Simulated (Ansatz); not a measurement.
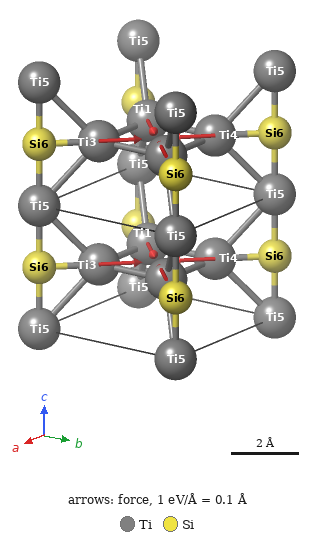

Starting geometry of a crystal of Ti₅Si (a generated structure, set up in P4/mmm) (coarse preliminary run) with the computed forces as red arrows. A ball-and-stick model of the cell of the calculation, repeated 1 × 1 × 2 with one cell outlined, seen from a free direction.

All numbers below come from DFT PBE, scalar-relativistic, plane waves, PAW (Ansatz). (plane-wave cutoff 420 eV; k-point mesh 4 × 4 × 4; occupations gaussian; smearing width 0.1 eV; no spin polarisation; cell and atoms relaxed; force threshold 0.04 eV/Å; at most 70 steps)

Q: What follows when this structure is relaxed?

A: It isn't relaxed: the largest force vector, on Ti atoms, is 13.24 eV/Å. The atoms end up moving mostly along the starting forces (cosine between the two patterns 1.00). The largest moves relative to the cell, 0.16 Å, are those of Ti atoms. Si stays in place. The volume changes by +64.1 %, with a = b 5.065 → 5.972 Å (+17.9 %), c 3.886 → 4.587 Å (+18.0 %). Among the contacts that change: Ti–Ti 2.568 → 3.261 Å, Ti–Ti 2.659 → 3.252 Å, Si–Ti 1.816 → 2.306 Å, Si–Ti 1.943 → 2.293 Å. The space group stays P4/mmm (No. 123). The energy falls by 13.456 eV per cell of the calculation in 6 accepted moves (8 points after the start). The largest force component goes from 9.4 to 0.036 eV/Å. Pressure: 81.23 GPa at the start and −0.18 GPa at the end. At 2 points the geometry stayed and the basis and grid were re-selected for the new cell (energy shift of 0.297 eV per cell of the calculation at most each time). Cost: 21 s on 1 thread of AMD EPYC 9R45 96-Core Processor (Zen 5), on a shared host, peak memory 0.51 GiB.

Limits of the set-up: the k-point mesh is coarse for a cell with partly filled bands.
